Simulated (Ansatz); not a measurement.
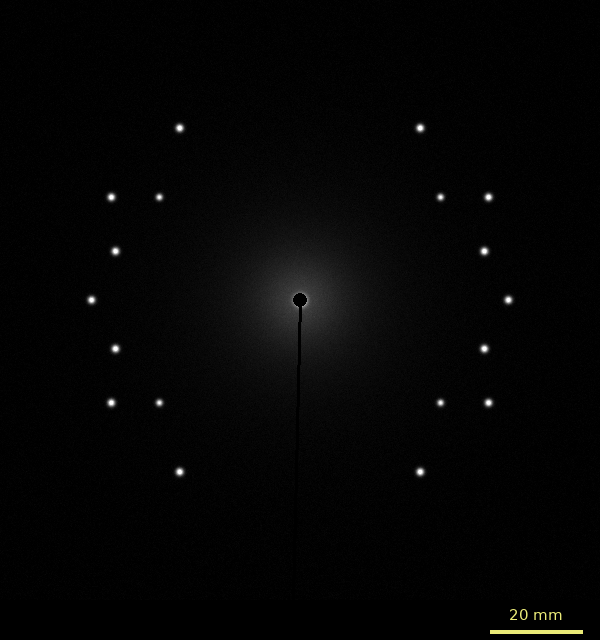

Simulated X-ray rotation photograph: Cu Kα radiation (λ = 1.5418 Å), cylindrical film of radius 57.3 mm unrolled, rotation axis vertical and normal to the beam, kinematic intensities without Lorentz or polarisation factors, the film spanning ±63° about the beam; spots down to d = 1.98 Å.

Question: What lattice repeat along the rotation axis do the layer lines give?

Answer: The first layer line lies 10.7 mm from the equator, so tan ν = 0.187, sin ν = 0.183 and the period is λ/sin ν = 8.41 Å. Further lines follow at 22.6, 37.8 mm.

The crystal is Zn, space group Pm-3n (No. 223), a = 4.854 Å. Structure: the input geometry of an electronic-structure calculation (not necessarily at equilibrium); the starting structure was generated, so it need not be a known form of this composition.

Question: About which axis was it rotated?

Answer: About [111] (or an equivalent direction), whose length in the conventional cell is 8.407 Å.
